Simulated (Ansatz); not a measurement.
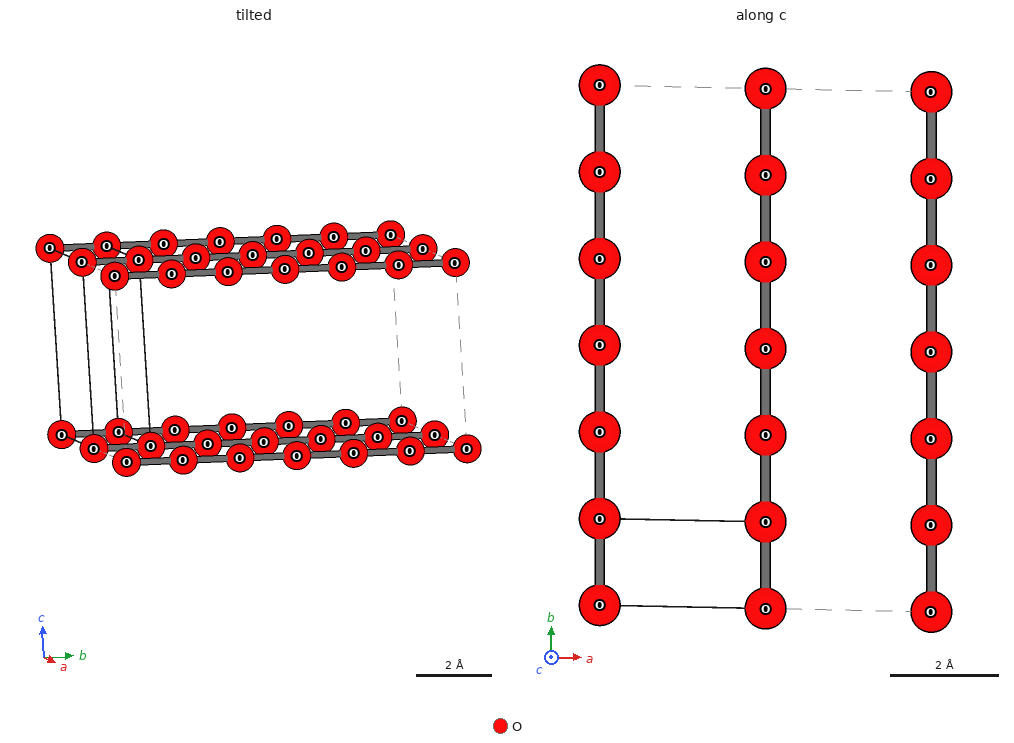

An orthographic ball-and-stick view of the structure, slightly off an axis and along the c axis. The unit cell (solid box) is repeated to 2×6×1 cells.

O, a = 3.16 Å, b = 1.61 Å, c = 5.07 Å, α = 89.65°, β = 103.06°, γ = 91.21°.

The numbers come from DFT PBEsol, scalar-relativistic, plane waves, PAW (Ansatz 0.2.0), using an energy cutoff of 420 eV, the zone sampled with 12×22×8 points, Gaussian smearing of 0.1 eV, no spin polarisation.

Question: Is the electronic structure metallic or gapped?

Answer: A metal: bands cross the Fermi level.

Question: What is the computed pressure?

Answer: The computed pressure is -5.9 GPa (stretched: it would shrink). The stress isn't hydrostatic: its largest component is 17.7 GPa.

Provenance: a structure listed in the Materials Project. The cell was then strained or its atoms displaced on purpose. An electronic-structure calculation with Ansatz was run on it.

At this level of theory the cell isn't at rest (stretched, at -6 GPa), so its distances can differ from those at equilibrium, the more so the softer the solid.
